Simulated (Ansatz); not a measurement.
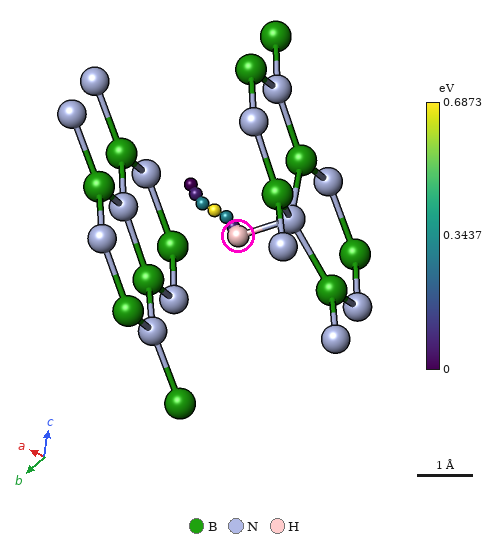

A search for the minimum-energy path of a defect cell of composition B$_{12}$HN$_{12}$ (cell charge +1) (25 atoms in the cell) by the nudged elastic band. Images are numbered from 0 (start) to 6 (end). The start is drawn whole; smaller spheres mark the moving atoms (H) in the later images, joined by lines and coloured by the energy of the image relative to the start. Style: ball-and-stick. Shown: the atoms within 3.7 Å of the middle of the path, from a free direction. The moving atom is ringed, with any periodic copies. Bonds to atoms that aren't drawn are left out.

The calculation used DFT PBE+D3(BJ), scalar-relativistic, plane waves, PAW (Ansatz). Run with plane-wave cutoff 420 eV; k-point mesh 2 × 2 × 2; Gaussian smearing 0.02 eV; 5 movable images; climbing image.

> What moves, how far, and at what cost in energy?

The H atom travels furthest, 1.41 Å from end to end, along [3 1 2], on a straight line. At the highest image its nearest neighbour (N) is 1.40 Å away, against 1.05 Å at the start, and the surrounding atoms stand up to 0.25 Å off the mean of their end positions. Breaking: H–N (1.05 → 2.36 Å). Forming: H–N (2.36 → 1.05 Å). The barrier is about 0.69 eV in both directions, with image 3 at the top; the ends have the same energy. The band converged in 6 iterations, with a climbing image at the top.

Limits of the set-up: the periodic images lie only 6.6 Å apart, so the values are limited by the cell's size; the cell is charged, on a uniform background, and energies carry no finite-size correction.

The run took 100 s on 4 threads of Arm Neoverse V1, with other jobs on the host, peak memory 1 GiB.
